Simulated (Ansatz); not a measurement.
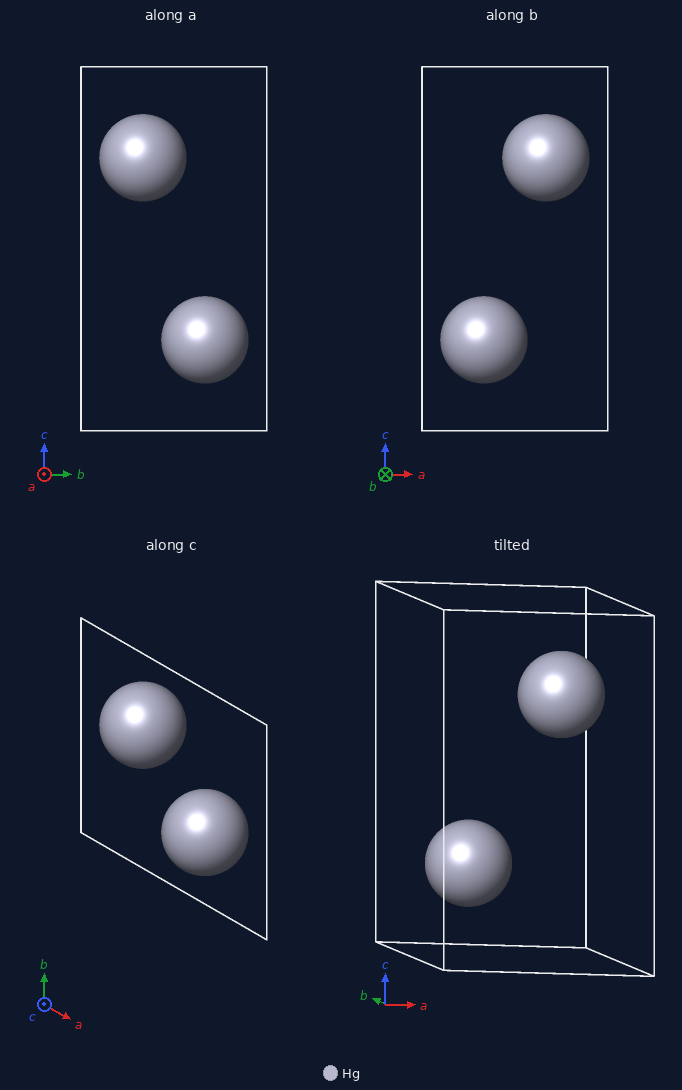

Drawn in the spheres-only manner and seen along the a axis, along the b axis, along the c axis and slightly off an axis. The edges of the conventional unit cell are marked.

Lattice parameters: a = 3.1144 Å, b = 3.1144 Å, c = 5.2827 Å, α = 90.000°, β = 90.000°, γ = 120.000°.

Q: Reconstruct the structure as a CIF with its space group and independent sites.

A:
```cif
data_structure
_symmetry_space_group_name_H-M 'P 63/m m c'
_symmetry_Int_Tables_number 194
_cell_length_a 3.1144
_cell_length_b 3.1144
_cell_length_c 5.2827
_cell_angle_alpha 90.000
_cell_angle_beta 90.000
_cell_angle_gamma 120.000
_cell_volume 44.37
loop_
_atom_site_label
_atom_site_type_symbol
_atom_site_symmetry_multiplicity
_atom_site_Wyckoff_symbol
_atom_site_fract_x
_atom_site_fract_y
_atom_site_fract_z
_atom_site_occupancy
Hg1 Hg 2 c 0.3333 0.6667 0.2500 1
```

Source of the structure: a structure type filled with this element by a generator (whether the element takes this form wasn't checked). Earlier steps of the study may have refined or changed the cell and positions. It went into a calculation with Ansatz.
